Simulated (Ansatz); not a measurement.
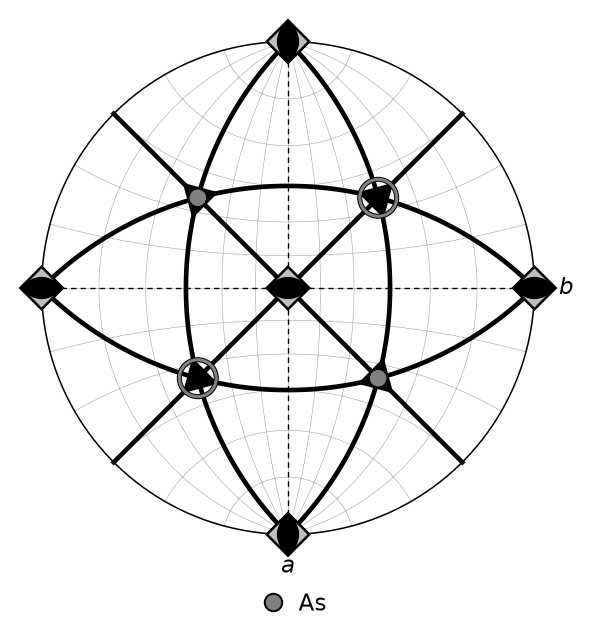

For InAs, a calculation's input that goes back to an entry of the Crystallography Open Database (an earlier step may have relaxed or displaced it): directions from one indium atom at (0, 0, 0) to its bonded neighbours, in stereographic projection down c (filled: above the plane of the page or in it, open: below). The drawing is computed from the coordinates (standard cell, symmetry found to 0.002 Å).

Neighbours are counted up to 3.18 Å for As. The symmetry elements of the site are drawn in: heavy lines are mirror planes (a heavy rim: a mirror in the plane of the page); lens, triangle, square and hexagon are 2-, 3-, 4- and 6-fold axes, a lens in an open square is −4, a triangle in an open hexagon −6; thin dashed diameters join the ends of axes that lie in the page; a small open circle marks inversion.

```cif
data_structure
_symmetry_space_group_name_H-M 'P 1'
_symmetry_Int_Tables_number 1
_cell_length_a 6.0480
_cell_length_b 6.0480
_cell_length_c 6.0480
_cell_angle_alpha 90.000
_cell_angle_beta 90.000
_cell_angle_gamma 90.000
_cell_volume 221.23
loop_
_atom_site_label
_atom_site_type_symbol
_atom_site_fract_x
_atom_site_fract_y
_atom_site_fract_z
_atom_site_occupancy
In1 In 0.00000 0.00000 0.00000 1
As1 As 0.25000 0.25000 0.25000 1
In2 In 0.00000 0.50000 0.50000 1
As2 As 0.25000 0.75000 0.75000 1
In3 In 0.50000 0.00000 0.50000 1
As3 As 0.75000 0.25000 0.75000 1
In4 In 0.50000 0.50000 0.00000 1
As4 As 0.75000 0.75000 0.25000 1
```

How many neighbours are there, and at what angles?

4: 4 As at 2.62 Å. Angles between bonds: 109° (6×).

What is the site's symmetry in the crystal?

Point group -43m (Td), order 24: three −4 axes, four threefold axes, six mirror planes. In No. 216, F-43m this is Wyckoff position 4a.
